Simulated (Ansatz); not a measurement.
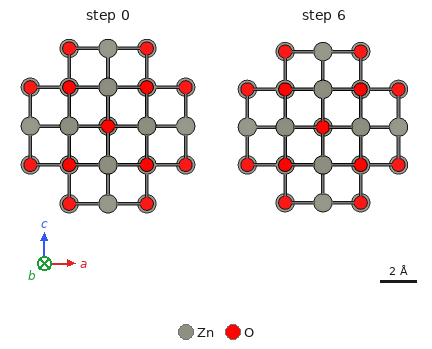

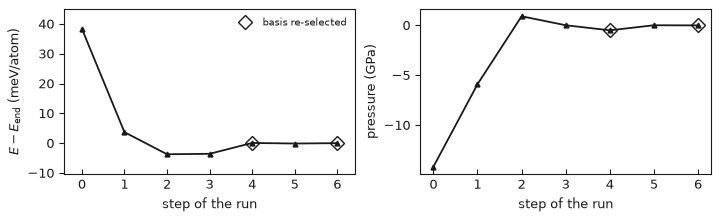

First and last geometry of a relaxation of solid ZnO (built on the rocksalt type), with the history of the run. Style: ball-and-stick. Shown: the conventional cell (4 times the calculation's cell), along the b axis. Lengths and directions refer to the drawn axes.

Theory: DFT, LDA, plane waves, PAW in Ansatz 0.2.0. (plane-wave cutoff 420 eV; k-point mesh 10 × 10 × 10; occupations fermi dirac; smearing width 0.02 eV; no spin polarisation; cell and atoms relaxed; force threshold 0.005 eV/Å)

**Read the history and describe the run.**

It converged. The atoms keep their places relative to the cell (all moves are under 0.005 Å). The volume changes by −7.9 %, with a = b = c 4.330 → 4.213 Å (−2.7 %). Near-neighbour distances that change, for instance: O–Zn 2.165 → 2.106 Å. The space group stays Fm-3m (No. 225). Over 4 accepted moves (6 points after the start) the energy falls by 38.3 meV per atom. All forces vanish by symmetry, so only the cell relaxes. The pressure goes from −14.18 to −0.01 GPa. At 2 points the geometry stayed and the basis and grid were re-selected for the new cell (energy shift of 3.6 meV per atom at most each time).

```json
{"step": "0", "E − E(0), meV/atom": "0.00", "pressure, GPa": "-14.18", "volume, Å³/atom": "10.149", "note": ""}
{"step": "1", "E − E(0), meV/atom": "-34.66", "pressure, GPa": "-5.91", "volume, Å³/atom": "9.655", "note": ""}
{"step": "2", "E − E(0), meV/atom": "-42.07", "pressure, GPa": "0.90", "volume, Å³/atom": "9.330", "note": ""}
{"step": "3", "E − E(0), meV/atom": "-41.91", "pressure, GPa": "0.00", "volume, Å³/atom": "9.369", "note": ""}
{"step": "4", "E − E(0), meV/atom": "-38.27", "pressure, GPa": "-0.51", "volume, Å³/atom": "9.369", "note": "same geometry, new basis"}
{"step": "5", "E − E(0), meV/atom": "-38.47", "pressure, GPa": "0.00", "volume, Å³/atom": "9.347", "note": ""}
{"step": "6", "E − E(0), meV/atom": "-38.34", "pressure, GPa": "-0.01", "volume, Å³/atom": "9.347", "note": "same geometry, new basis"}
```
